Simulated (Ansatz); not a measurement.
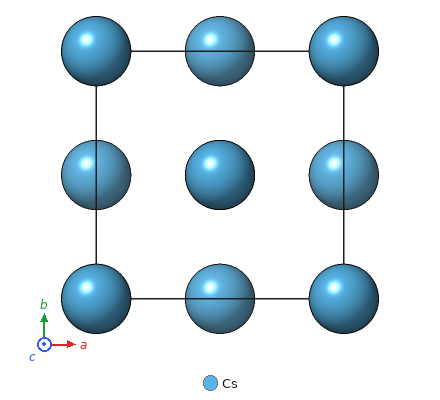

The structure, seen along [001]; the drawing may span several cells.

Structure (in its standard cell), the input geometry of an electronic-structure calculation (not necessarily at equilibrium); the starting structure was generated, so it need not be a known form of this composition:

```yaml
crystal:
  lattice:
    - [7.62252, 0.00000, 0.00000]
    - [0.00000, 7.62252, 0.00000]
    - [0.00000, 0.00000, 7.62252]
  atoms:
    - { symbol: Cs, position: [0.00000, 0.00000, 0.00000] }
    - { symbol: Cs, position: [0.00000, 0.50000, 0.50000] }
    - { symbol: Cs, position: [0.50000, 0.00000, 0.50000] }
    - { symbol: Cs, position: [0.50000, 0.50000, 0.00000] }
```

Q: What does the kinematic electron diffraction pattern along [001] look like at 200 kV (B = 0.8 Å²)?

A: The spots form a square net with both shortest vectors at d = 3.81 Å, 90.0° apart. They are 2 0 0 and 0 2 0. The pattern has symmetry 4mm. The lattice centring (F) removes all reflections that break h + k = 2n, h + l = 2n.

Strongest reflections with d > 1.17 Å, one of each family (|F|² from tabulated Gaussian fits of the electron scattering factors, times a small damping for the curvature of the Ewald sphere):

```csv
hkl,d (Å),I (strongest = 100)
2 0 0,3.811,100
2 2 0,2.695,61
4 0 0,1.906,31
4 2 0,1.704,24
4 4 0,1.347,13
6 0 0,1.270,11
```

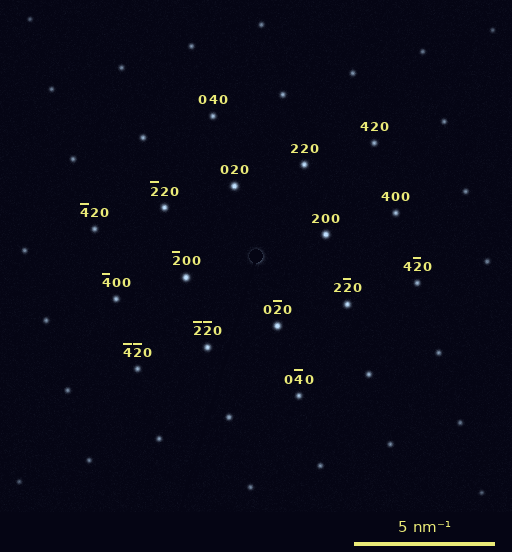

Calculated pattern, seen from the source side with [001] pointing towards the source.
